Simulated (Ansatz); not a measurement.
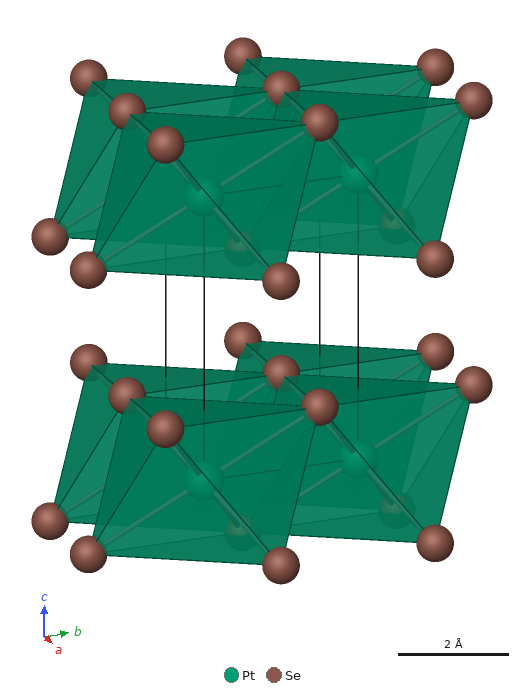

This is solid PtSe2 (built on the 1T (CdI2) bulk type). The picture is a polyhedral view of the cell of the calculation, seen slightly off an axis.

The calculation used DFT, r2SCAN, plane waves, PAW in Ansatz 0.2.0. Settings: plane-wave cutoff 500 eV; k-point mesh 12 × 12 × 6; occupations fermi dirac; smearing width 0.02 eV; no spin polarisation.

Change: The cell is strained by +1.0 % along c and none across it (volume +1.0 %) and the Se atoms are displaced by 0.01 Å relative to the cell: Se2 0.01 Å along −c. No relaxation follows.

Input
```yaml
crystal:
  lattice:
    - [3.728650361, 0.0, 0.0]
    - [-1.8643251805, 3.2291059344, 0.0]
    - [0.0, 0.0, 5.3299281982]
  atoms:
    - { symbol: Pt, position: [0.0, 0.0, 0.0] }
    - { symbol: Se, position: [0.3333333333, 0.6666666667, 0.2439755927] }
    - { symbol: Se, position: [0.6666666667, 0.3333333333, 0.7560244073] }
kpoints:
  mp_grid: { grid: [12, 12, 6] }
  band_path:
    path:
      - [0.0, 0.0, 0.0]
      - [0.5, 0.0, 0.0]
      - [0.3333333333, 0.3333333333, 0.0]
      - [0.0, 0.0, 0.5]
      - [0.5, 0.0, 0.5]
      - [0.3333333333, 0.3333333333, 0.5]
      - [0.0, 0.25, 0.3333333333]
      - [0.0, 0.28125, 0.296875]
    npoints: 1
hamiltonian:
  xc: r2scan
scf:
  occupations: { method: fermi_dirac, width: 0.02 }
  n_extra_bands: 4
output:
  forces: true
  stress: true
  eigenvalues: true
```

Command:
```bash
ansatz run input.yaml --threads 4 --pin off --max-ram 4608MiB --backend cpu --events-out ev --progress --plain --runs-dir out
```

**What is the effect?**

The space group stays P-3m1 (No. 164). It lowers the energy by 2.0 meV per atom. Pressure: 1.4 GPa before, 1.1 GPa after. The largest forces, 0.03 eV/Å, act on Se2 and Se3.
